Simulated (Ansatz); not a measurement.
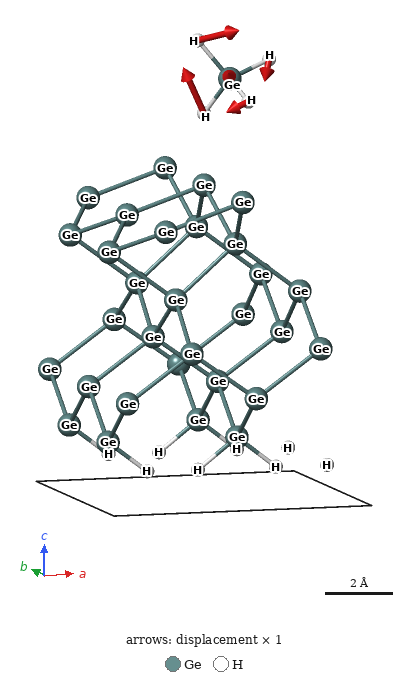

This is a constrained relaxation of a slab of composition Ge$_{25}$H$_{12}$ (cut from the Fd-3m phase). The starting structure is drawn; red arrows show the displacements, at their true length.

The picture is a ball-and-stick view of the cell of the calculation, outlined in the plane, without the vacuum (origin shifted), seen slightly off an axis.

Case: 1 GeH4 a cell, flat, over a top Ge site. The slab is the (1 0 0) face of Ge with GeH4 on it. 12 atoms are held fixed.

The calculation used DFT PBE+D3(BJ), scalar-relativistic, plane waves, PAW in Ansatz. Set-up: plane-wave cutoff 420 eV; k-point mesh 3 × 3 × 1; occupations gaussian; smearing width 0.1 eV; no spin polarisation; dipole correction; atoms relaxed in a fixed cell; force threshold 0.04 eV/Å; at most 100 steps.

Atoms of which element are displaced furthest, and by how much?

Hydrogen: up to 1.65 Å, against 0.54 Å for germanium.

What did the optimiser do to the structure, and how much energy did it gain?

The atom that moves furthest is an H atom (1.65 Å at 28° to the normal (+c side)). Largest moves by element: H 1.65 Å, Ge 0.54 Å. The cell stays as it was. Among the contacts that change: Ge–H 1.550 → 1.537 Å, Ge–Ge 2.580 → 2.586 Å. The energy falls by 0.325 eV per cell of the calculation in 22 accepted moves (23 points after the start). Largest force component: 0.84 eV/Å at the start, 0.011 eV/Å at the end. The line search rejected the trial step at point 22 of the run. The forces were under the threshold at step 5, but the run went on from there.

Limits of the set-up: the periodic images lie only 8.1 Å apart, so the values are limited by the cell's size.
